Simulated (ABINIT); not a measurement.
**Positron calculation of GaN (part 1 of 2)**

GaN (P6₃mc, 4 atoms in the cell), computed with Kohn-Sham DFT of a periodic cell, PBEsol, JTH PAW PBE v2.0, no spin polarisation (ABINIT 10.8.3).

The structure derives from an entry of the Crystallography Open Database.

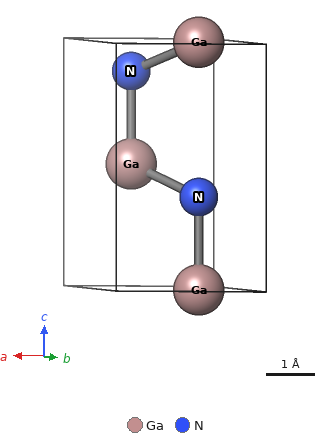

Figure 1. The structure (ball-and-stick view of the cell of the calculation, seen at an oblique angle).

Key numbers

- outcome: converged
- space group (tolerance 0.01 Å): P6₃mc (186)
- electrons treated: 36
- free energy: −4848.6139 eV
- positron lifetime (one of the program's estimates): 152.0 ps
- Fermi energy: 6.755 eV
- gap on the k-point mesh: 1.90 eV
- pressure: 0.20 GPa
- largest force (length of the vector): 0.135 eV/Å
- hardware: 1 thread of Intel Xeon @ 2.70GHz, 189 GiB of memory available, shared host
- wall time: 46 s
- peak memory: 0.11 GiB

Points of doubt noted for this run: cutoff too low for stress; PAW basis incomplete for positron.

Input
```
# Datasets
ndtset 2

# Pseudopotentials
pp_dirpath "./"
pseudos "Ga.GGA_PBE-JTH.xml, N.GGA_PBE-JTH.xml"

# Structure
acell 3*1.0 Angstrom
rprim
     3.1800000000     0.0000000000     0.0000000000
    -1.5900000000     2.7539607840     0.0000000000
     0.0000000000     0.0000000000     5.1660000000
ntypat 2
znucl 31 7
natom 4
typat 1 1 2 2
xred
            2/3            1/3            1/2
            1/3            2/3            0.0
            2/3            1/3            7/8
            1/3            2/3            3/8

# Plane-wave basis
ecut 598.650497 eV
pawecutdg 44.0

# Exchange and correlation
ixc -116133

# SCF cycle
nstep 80

# Output
iomode 3
prteig 0
prtebands 0
prtwf 0

# Dataset 1: electrons
kptopt1 1
ngkpt1 7 7 4
nshiftk1 1
shiftk1 0.0 0.0 0.0
nband1 22
occopt1 3
tsmear1 0.00183747
tolvrs1 1.0e-10
prtden1 1

# Dataset 2: positron in the electrons' density
positron2 1
ixcpositron2 1
getden2 1
kptopt2 0
nkpt2 1
kpt2 0.0 0.0 0.0
nband2 1
occopt2 2
occ2 1.0
posocc2 1.0
toldfe2 1.0e-9
optforces2 0
optstress2 0
prtden2 0
```

Command:
```bash
abinit run.abi > log 2>&1
```

What the program printed
```
.Version 10.8.3 of ABINIT
 DATASET    1 : space group P6_3 m c (#186); Bravais hP (primitive hexag.)
================================================================================
 Values of the parameters that define the memory need for DATASET  1.
     intxc =       0    ionmov =       0      iscf =      17    lmnmax =      18
     lnmax =       6     mgfft =      45  mpssoang =       3    mqgrid =    3001
     natom =       4  nloc_mem =       2    nspden =       1   nspinor =       1
    nsppol =       1      nsym =      12    n1xccc =       1    ntypat =       2
    occopt =       3   xclevel =       2
       mpw =        1534          nfft =       32805          nkpt =          24
 PAW method is used; the additional fine FFT grid is defined by:
   mgfftf=        60    nfftf =     77760
================================================================================
================================================================================

 DATASET    2 : space group P6_3 m c (#186); Bravais hP (primitive hexag.)
================================================================================
 Values of the parameters that define the memory need for DATASET  2.
     intxc =       0    ionmov =       0      iscf =      17    lmnmax =      18
     lnmax =       6     mgfft =      45  mpssoang =       3    mqgrid =    3001
     natom =       4  nloc_mem =       2    nspden =       1   nspinor =       1
    nsppol =       1      nsym =      12    n1xccc =       1    ntypat =       2
    occopt =       2   xclevel =       2
       mpw =         755          nfft =       32805          nkpt =           1
 PAW method is used; the additional fine FFT grid is defined by:
   mgfftf=        60    nfftf =     77760
================================================================================
================================================================================

--------------------------------------------------------------------------------
------------- Echo of variables that govern the present computation ------------
--------------------------------------------------------------------------------
 -outvars: echo values of preprocessed input variables --------
            acell      1.8897261259E+00  1.8897261259E+00  1.8897261259E+00 Bohr
              amu      6.97230000E+01  1.40067400E+01
             ecut      2.20000000E+01 Hartree
           getden1          0
           getden2          1
              ixc     -116133
           jdtset        1    2
           kptopt1          1
           kptopt2          0
         kptrlatt        7    0    0      0    7    0      0    0    4
          kptrlen1     3.90493007E+01
          kptrlen2     3.00000000E+01
            natom           4
            nband1         22
            nband2          1
           ndtset           2
            ngfft          27      27      45
          ngfftdg          36      36      60
             nkpt1         24
             nkpt2          1
            nstep          80
             nsym          12
           ntypat           2
           occopt1          3
           occopt2          2
        optforces1          2
        optforces2          0
        optstress1          1
        optstress2          0
        pawecutdg      4.40000000E+01 Hartree
         positron1          0
         positron2          1
           prtden1          1
           prtden2          0
        prtebands           0
           prteig           0
            prtwf           0
            rprim      3.1800000000E+00  0.0000000000E+00  0.0000000000E+00
                      -1.5900000000E+00  2.7539607840E+00  0.0000000000E+00
                       0.0000000000E+00  0.0000000000E+00  5.1660000000E+00
           shiftk1     0.00000000E+00  0.00000000E+00  0.00000000E+00
           shiftk2     5.00000000E-01  5.00000000E-01  5.00000000E-01
          spgroup         186
           toldfe1     0.00000000E+00 Hartree
           toldfe2     1.00000000E-09 Hartree
           tolvrs1     1.00000000E-10
           tolvrs2     0.00000000E+00
           tsmear1     1.83747000E-03 Hartree
           tsmear2     1.00000000E-02 Hartree
            typat      1  1  2  2
           useylm           1
           xangst      1.5900000000E+00  9.1798692800E-01  2.5830000000E+00
                       1.9492142795E-17  1.8359738560E+00  0.0000000000E+00
                       1.5900000000E+00  9.1798692800E-01  4.5202500000E+00
                       1.9492142795E-17  1.8359738560E+00  1.9372500000E+00
            xcart      3.0046645402E+00  1.7347438811E+00  4.8811625832E+00
                       3.6834811490E-17  3.4694877622E+00  0.0000000000E+00
                       3.0046645402E+00  1.7347438811E+00  8.5420345206E+00
                       3.6834811490E-17  3.4694877622E+00  3.6608719374E+00
             xred      6.6666666667E-01  3.3333333333E-01  5.0000000000E-01
                       3.3333333333E-01  6.6666666667E-01  0.0000000000E+00
                       6.6666666667E-01  3.3333333333E-01  8.7500000000E-01
                       3.3333333333E-01  6.6666666667E-01  3.7500000000E-01
            znucl       31.00000    7.00000

================================================================================

 chkinp: Checking input parameters for consistency, jdtset=   1.

 chkinp: Checking input parameters for consistency, jdtset=   2.

================================================================================
== DATASET  1 ==================================================================

--- !DatasetInfo
iteration_state: {dtset: 1, }
dimensions: {natom: 4, nkpt: 24, mband: 22, nsppol: 1, nspinor: 1, nspden: 1, mpw: 1534, }
cutoff_energies: {ecut:  22.0, pawecutdg:  44.0, }
electrons: {nelect:   3.60000000E+01, charge:   0.00000000E+00, occopt:   3.00000000E+00, tsmear:   1.83747000E-03, }
meta: {optdriver: 0, ionmov: 0, optcell: 0, iscf: 17, paral_kgb: 0, }
...

 Real(R)+Recip(G) space primitive vectors, cartesian coordinates (Bohr,Bohr^-1):
 R(1)=  6.0093291  0.0000000  0.0000000  G(1)=  0.1664079  0.0960757  0.0000000
 R(2)= -3.0046645  5.2042316  0.0000000  G(2)=  0.0000000  0.1921513  0.0000000
 R(3)=  0.0000000  0.0000000  9.7623252  G(3)=  0.0000000  0.0000000  0.1024346
 Unit cell volume ucvol=  3.0530638E+02 bohr^3
 Angles (23,13,12)=  9.00000000E+01  9.00000000E+01  1.20000000E+02 degrees

 Coarse grid specifications (used for wave-functions):

 getcut: wavevector=  0.0000  0.0000  0.0000  ngfft=  27  27  45
         ecut(hartree)=     22.000   => boxcut(ratio)=   2.05116

 Fine grid specifications (used for densities):

 getcut: wavevector=  0.0000  0.0000  0.0000  ngfft=  36  36  60
         ecut(hartree)=     44.000   => boxcut(ratio)=   2.00625

--- Pseudopotential description ------------------------------------------------
- pspini: atom type   1  psp file is ./Ga.GGA_PBE-JTH.xml
 Pseudopotential format is: paw10
 basis_size (lnmax)=  6 (lmn_size= 18), orbitals=   0   0   1   1   2   2
 Spheres core radius: rc_sph= 2.10359248
 Shapefunction is BESSEL type: shapef(r,l)=aa(1,l)*jl(q(1,l)*r)+aa(2,l)*jl(q(2,l)*r)
 Radius for shape functions =  1.80829011
 Compensation charge density is not taken into account in XC energy/potential

- pspini: atom type   2  psp file is ./N.GGA_PBE-JTH.xml
 Pseudopotential format is: paw10
 basis_size (lnmax)=  4 (lmn_size=  8), orbitals=   0   0   1   1
 Spheres core radius: rc_sph= 1.20497474
 Shapefunction is SIN type: shapef(r)=[sin(pi*r/rshp)/(pi*r/rshp)]**2
 Radius for shape functions =  1.00243812
 Compensation charge density is not taken into account in XC energy/potential

   1.92321609E+03                                ecore*ucvol(ha*bohr**3)
--------------------------------------------------------------------------------

================================================================================

--- !BeginCycle
iteration_state: {dtset: 1, }
solver: {iscf: 17, nstep: 80, nline: 4, wfoptalg: 10, }
tolerances: {tolvrs: 1.00E-10, }
...

     iter   Etot(hartree)      deltaE(h)  residm     nres2
 ETOT  1  -177.81450737866    -1.778E+02 5.340E-01 3.088E+01
 ETOT  2  -178.19405022328    -3.795E-01 2.005E-02 7.707E+00
 ETOT  3  -178.18316937774     1.088E-02 3.324E-02 7.025E-01
 ETOT  4  -178.18331041751    -1.410E-04 1.122E-03 4.102E-02
 ETOT  5  -178.18319883676     1.116E-04 5.013E-04 2.733E-03
 ETOT  6  -178.18326725644    -6.842E-05 1.560E-04 8.168E-04
 ETOT  7  -178.18327292581    -5.669E-06 1.041E-04 1.392E-04
 ETOT  8  -178.18327317592    -2.501E-07 2.892E-05 3.576E-06
 ETOT  9  -178.18327319872    -2.279E-08 2.044E-05 8.391E-07
 ETOT 10  -178.18327319910    -3.838E-10 5.654E-06 4.207E-08
 ETOT 11  -178.18327320135    -2.251E-09 4.079E-06 2.163E-08
 ETOT 12  -178.18327320178    -4.250E-10 1.152E-06 3.547E-09
 ETOT 13  -178.18327320188    -1.046E-10 8.406E-07 1.214E-09
 ETOT 14  -178.18327320190    -1.594E-11 2.422E-07 1.541E-10
 ETOT 15  -178.18327320191    -1.384E-11 1.769E-07 8.980E-12

 At SCF step   15       nres2   =  8.98E-12 < tolvrs=  1.00E-10 =>converged.

 Cartesian components of stress tensor (hartree/bohr^3)
  sigma(1 1)=  1.74515061E-05  sigma(3 2)=  0.00000000E+00
  sigma(2 2)=  1.74515066E-05  sigma(3 1)=  0.00000000E+00
  sigma(3 3)= -5.53247784E-05  sigma(2 1)=  0.00000000E+00

--- !ResultsGS
iteration_state: {dtset: 1, }
comment   : Summary of ground state results
lattice_vectors:
- [  6.0093291,   0.0000000,   0.0000000, ]
- [ -3.0046645,   5.2042316,   0.0000000, ]
- [  0.0000000,   0.0000000,   9.7623252, ]
lattice_lengths: [   6.00933,    6.00933,    9.76233, ]
lattice_angles: [ 90.000,  90.000, 120.000, ] # degrees, (23, 13, 12)
lattice_volume:   3.0530638E+02
convergence: {deltae: -1.384E-11, res2:  8.980E-12, residm:  1.769E-07, diffor: null, }
etotal    :  -1.78183273E+02
entropy   :   0.00000000E+00
fermie    :   2.48238665E-01
cartesian_stress_tensor: # hartree/bohr^3
- [  1.74515061E-05,   0.00000000E+00,   0.00000000E+00, ]
- [  0.00000000E+00,   1.74515066E-05,   0.00000000E+00, ]
- [  0.00000000E+00,   0.00000000E+00,  -5.53247784E-05, ]
pressure_GPa:   2.0028E-01
xred      :
- [  6.6667E-01,   3.3333E-01,   5.0000E-01, Ga]
- [  3.3333E-01,   6.6667E-01,   0.0000E+00, Ga]
- [  6.6667E-01,   3.3333E-01,   8.7500E-01,  N]
- [  3.3333E-01,   6.6667E-01,   3.7500E-01,  N]
cartesian_forces: # hartree/bohr
- [ -3.58462010E-28,  -2.06958138E-28,  -2.62009231E-03, ]
- [  3.58462010E-28,   2.06958138E-28,  -2.62009231E-03, ]
- [ -1.79231005E-28,  -1.03479069E-28,   2.62009231E-03, ]
- [  1.79231005E-28,   1.03479069E-28,   2.62009231E-03, ]
force_length_stats: {min:   2.62009231E-03, max:   2.62009231E-03, mean:   2.62009231E-03, }
...

 Integrated electronic density in atomic spheres:
 ------------------------------------------------
 Atom  Sphere_radius  Integrated_density
    1        2.10359         11.21355495
    2        2.10359         11.21355495
    3        1.20497          2.55052830
    4        1.20497          2.55052830

================================================================================

 ----iterations are completed or convergence reached----

 Mean square residual over all n,k,spin=   33.620E-11; max=  17.694E-08
 reduced coordinates (array xred) for    4 atoms
       0.666666666667      0.333333333333      0.500000000000
       0.333333333333      0.666666666667      0.000000000000
       0.666666666667      0.333333333333      0.875000000000
       0.333333333333      0.666666666667      0.375000000000
 rms dE/dt=  1.4768E-02; max dE/dt=  2.5586E-02; dE/dt below (all hartree)
    1       0.000000000000      0.000000000000      0.025586366224
    2      -0.000000000000      0.000000000000      0.025586366224
    3       0.000000000000      0.000000000000     -0.025570019904
    4      -0.000000000000      0.000000000000     -0.025570019904

 cartesian coordinates (angstrom) at end:
    1      1.59000000000000     0.91798692800000     2.58300000000000
    2      0.00000000000000     1.83597385600000     0.00000000000000
    3      1.59000000000000     0.91798692800000     4.52025000000000
    4      0.00000000000000     1.83597385600000     1.93725000000000

 cartesian forces (hartree/bohr) at end:
    1     -0.00000000000000    -0.00000000000000    -0.00262009230668
    2      0.00000000000000     0.00000000000000    -0.00262009230668
    3     -0.00000000000000    -0.00000000000000     0.00262009230668
    4      0.00000000000000     0.00000000000000     0.00262009230668
 frms,max,avg= 1.5127110E-03 2.6200923E-03   0.000E+00  0.000E+00 -8.372E-07 h/b
```
